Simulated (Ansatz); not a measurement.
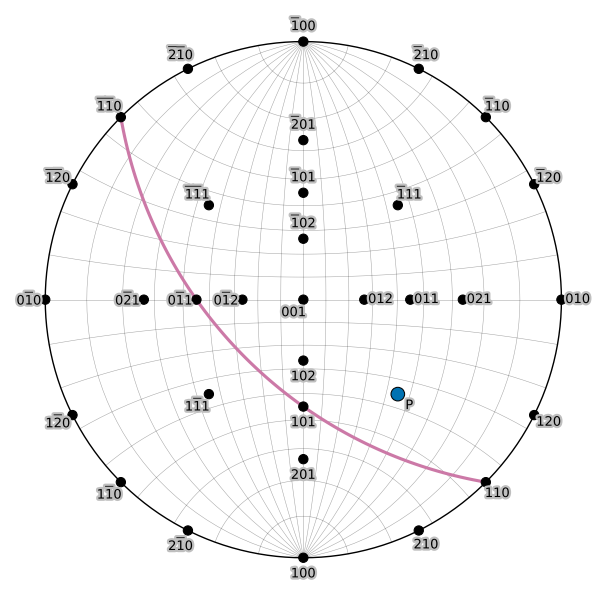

For Fe, coordinates from a relaxation with Ansatz 0.2.0, DFT, PBEsol, plane waves (420 eV) with PAW, scalar-relativistic; the starting structure was generated, so it need not be a known form of this composition: stereographic projection of plane normals (upper hemisphere) centred on (0 0 1). All values are computed from the atomic coordinates in the standard setting (tolerance 0.002 Å).

a = 3.407 Å, b = 3.407 Å, c = 3.407 Å, α = 90.00°, β = 90.00°, γ = 90.00°.

**Index the pole marked P.**

P is (1 1 1), 54.7° from the centre.

**Which zone does the coloured great circle trace?**

The zone [1 −1 −1]: its poles satisfy h − k − l = 0.

**What is the angle between the normals of (−1 0 2) and (0 1 2), and what are their d_hkl = 1/|g|?**

36.9°; d = 1.524 Å and 1.524 Å.
